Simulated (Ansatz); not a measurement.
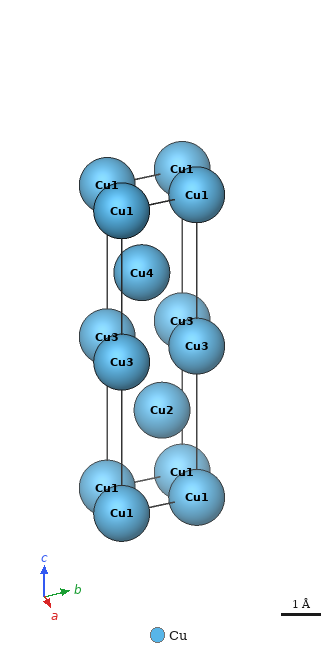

Reference structure: solid Cu (set up in P6_3/mmc). A spheres-only model of the cell of the calculation, seen from a free direction.

All numbers below come from DFT PBEsol, scalar-relativistic, plane waves, PAW (Ansatz). Set-up: plane-wave cutoff 420 eV; occupations gaussian; smearing width 0.1 eV; no spin polarisation. The k-mesh is chosen for each cell (18×18×6, 12×12×4).

Now this is done to it. Every copper atom is replaced by thallium, which gives Tl. Cell and atoms are relaxed again (to zero pressure within 0.1 GPa, forces under 0.01 eV/Å).

Predict the response.

Answer. The volume per atom goes from 11.32 to 28.34 Å³. Cell: a = b 2.520 → 3.424 Å (+35.9 %), c 8.235 → 11.166 Å (+35.6 %). Volume +150.3 %. The space group stays P6_3/mmc (No. 194).

The changed structure in the same view:

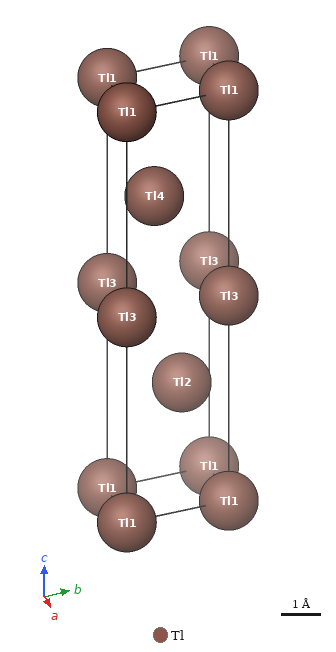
